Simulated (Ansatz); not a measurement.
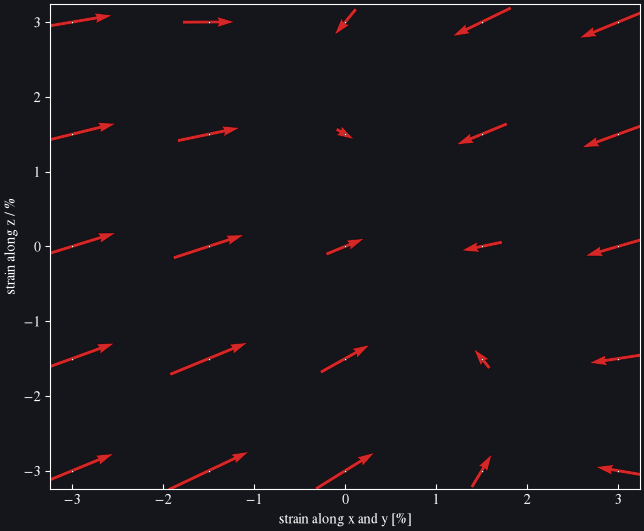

Ta (Im-3m, No. 229; 1 atom in the cell). 
- The cell is strained homogeneously, by one strain along x and y and another along z, with fractional coordinates fixed (x, y and z along the cube axes).
- First axis: strain along x and y. Second axis: strain along z.
- The grid has 5 × 5 points.
- The reference cell is the one listed in the database, not relaxed at this level.
- Method: Ansatz, DFT PBE, scalar-relativistic, plane waves, PAW. Settings: cutoff 420 eV, k-mesh 20×20×20, gaussian smearing 0.15 eV, no spin polarisation.

Drawn: dots at the grid points, arrows along the force (downhill), their lengths compressed.

### The arrows alone are given. Where is the energy lowest?

The arrows converge at about strain along x and y = 0.5 %, strain along z = 0.5 % (read from the interpolated surface).

The energy map of the same scan:

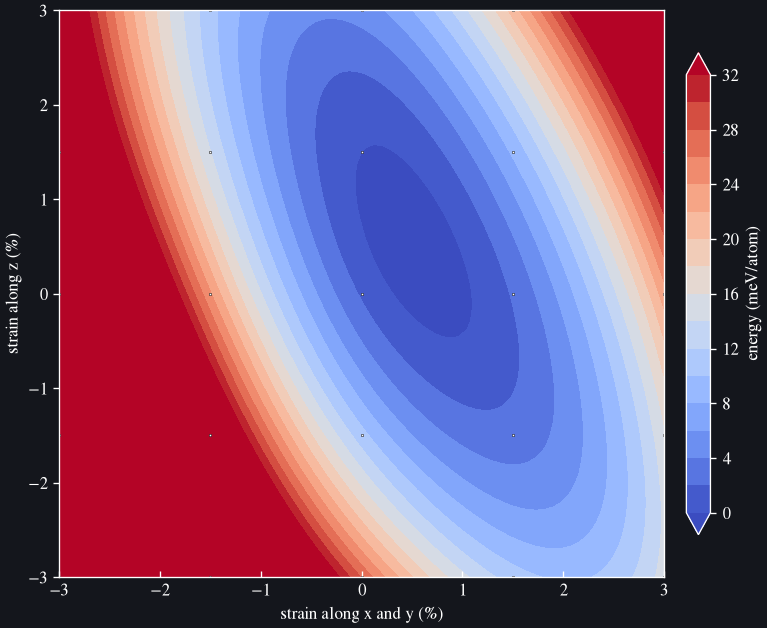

Energies are in meV/atom, from the lowest grid point; between grid points the surface is interpolated.
